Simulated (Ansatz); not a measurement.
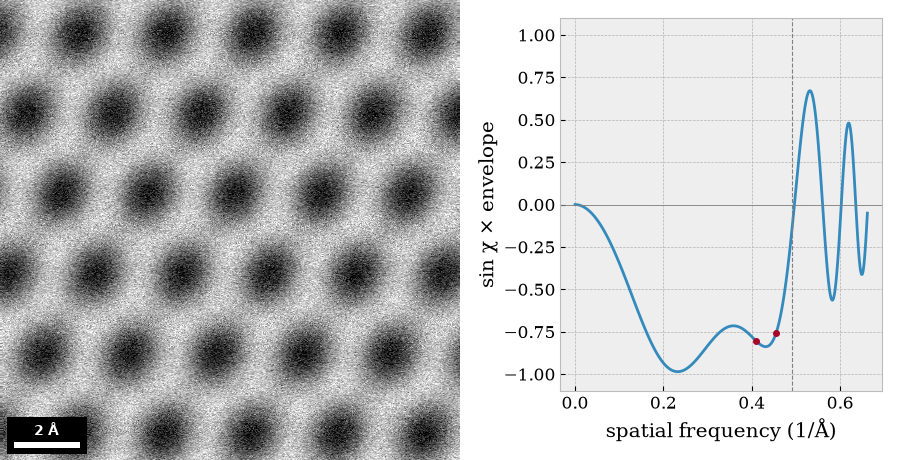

Phase-contrast TEM-like image of W (Fmmm, No. 69) along [101]. Simulated in the weak-phase-object approximation with neutral-atom potentials: 200 kV, Cs = 0.60 mm, defocus −465 Å (negative is underfocus), defocus spread 40 Å, aperture 0.49 1/Å. Shot noise and a slight drift were added. Atomic positions: the geometry relaxed with DFT r2SCAN, scalar-relativistic, plane waves, PAW (Ansatz); the starting structure was generated, so it need not be a known form of this composition.

The plot gives the contrast transfer function, the aperture (dashed) and the crystal's spatial frequencies that carry visible contrast (dots).

What point resolution do these settings give, and which lattice spacings pass?

About 2.1 Å (0.66 |Cs|^(1/4) λ^(3/4) with λ = 0.0251 Å). The spacings that carry visible contrast are {111} at 2.44 Å, {020} at 2.20 Å. Columns 0.78 Å apart are closer than that and merge.

Do the atom columns appear dark or bright, and why?

Dark. With positive Cs and underfocus sin χ is negative over the pass band, so the strongest columns (W) come out darker than the background.
